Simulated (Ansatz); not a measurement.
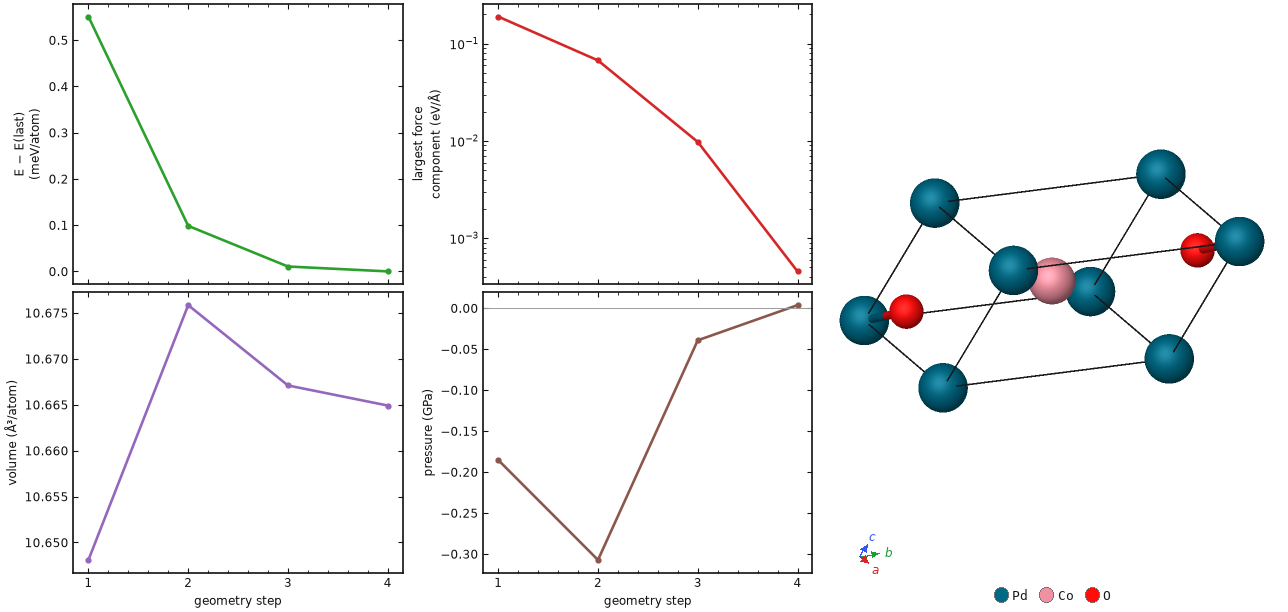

Beside the plot: the structure at the start.

History of a geometry optimisation. Atoms and cell relax. A closing SCF on a freshly chosen basis isn't drawn.

```
crystal:
  lattice:
    - [1.43169105, 0.82658645, 5.99850873]
    - [-1.43169105, 0.82658645, 5.99850873]
    - [0.0, -1.6531729, 5.99850873]
  atoms:
    - { symbol: Pd, position: [0.0, 0.0, 0.0] }
    - { symbol: Co, position: [0.5, 0.5, 0.5] }
    - { symbol: O, position: [0.11215, 0.11215, 0.11215] }
    - { symbol: O, position: [0.88785, 0.88785, 0.88785] }
kpoints:
  mp_grid: { grid: [7, 7, 7], shift: [0, 0, 0] }
magnetization:
  spin_polarized: true
scf:
  occupations: { method: methfessel_paxton, width: 0.005 }
hamiltonian:
  pseudopotentials: { kind: paw }
  xc: pbe
  hubbard:
    projectors: all-electron-ortho-atomic
    sites:
      - { species: Co, l: d, u: 5.95, j: 0.48 }
      - { species: Pd, l: d, u: 3.28, j: 0.54 }
basis:
  ecutwfc: 420
output:
  forces: true
  stress: true
  eigenvalues: true
  write_density: true
  write_potential: true
  elf: true
  volumetric_format: npy
relax:
  max_steps: 40
  cell: {}
```

Run as:
```bash
ansatz run input.yaml --threads 1 --pin off --max-ram 2560MiB --backend cpu --events-out ev --progress --plain --runs-dir out
```

### How did the optimisation end?

The optimisation met its thresholds at geometry 4, counting the start as the first. The energy fell by about 0.55 meV/atom from the first step to the last. The largest force component goes from about 0.19 eV/Å at the start to 5 × 10⁻⁴ eV/Å at the end.

### What happens to the cell?

The volume grows from 10.65 to 10.66 Å³ per atom (+0.2 %), overshooting to 10.68 at step 2, as the pressure goes from −0.19 GPa to about 0 GPa.
